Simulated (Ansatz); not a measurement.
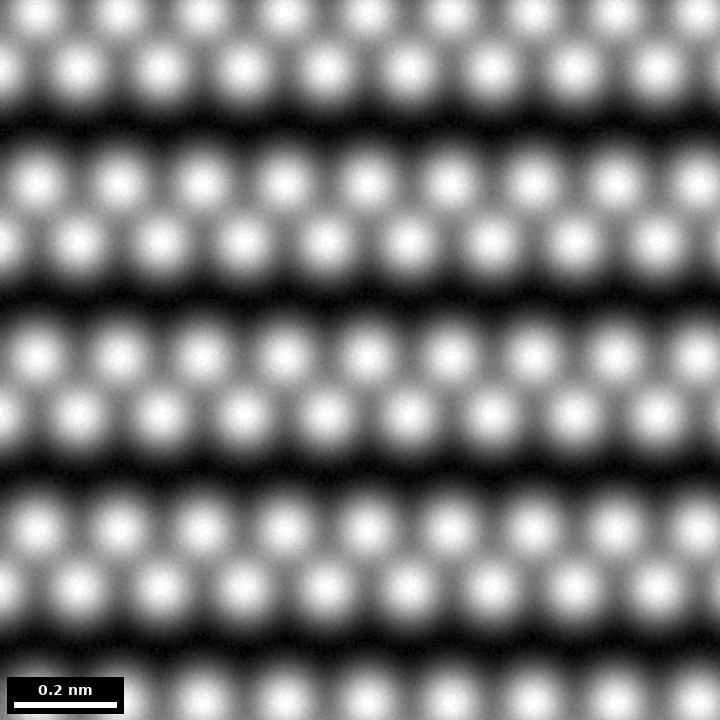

Z-contrast image of Pt (P6_3/mmc, No. 194). The image is simulated as a sum over atoms of Z^1.6, blurred by a 0.96 Å probe (no channelling). The display is stretched by a gamma of 0.65; percentages refer to the linear signal. Shot noise was added. Structure: the end point of a relaxation with DFT PBE, scalar-relativistic, plane waves, PAW in Ansatz 0.2.0; the starting structure was generated, so it need not be a known form of this composition.

```cif
data_structure
_symmetry_space_group_name_H-M 'P6_3/mmc'
_symmetry_Int_Tables_number 194
_cell_length_a 3.8826
_cell_length_b 3.8826
_cell_length_c 2.8675
_cell_angle_alpha 90.000
_cell_angle_beta 90.000
_cell_angle_gamma 120.000
_cell_volume 37.44
loop_
_atom_site_label
_atom_site_type_symbol
_atom_site_symmetry_multiplicity
_atom_site_Wyckoff_symbol
_atom_site_fract_x
_atom_site_fract_y
_atom_site_fract_z
_atom_site_occupancy
Pt1 Pt 2 c 0.33333 0.66667 0.25000 1
```

Along which zone axis is the crystal seen: [211], [101], [100] or [102]? (Directions equivalent by symmetry count as one.)

Answer. [102]. The projected cells are 2.35 × 2.35 Å, 112° for [211]; 2.31 × 3.55 Å, 109° for [101]; 2.87 × 3.36 Å, 90° for [100]; 1.61 × 3.36 Å, 90° for [102], and the image repeats as the [102] one does.
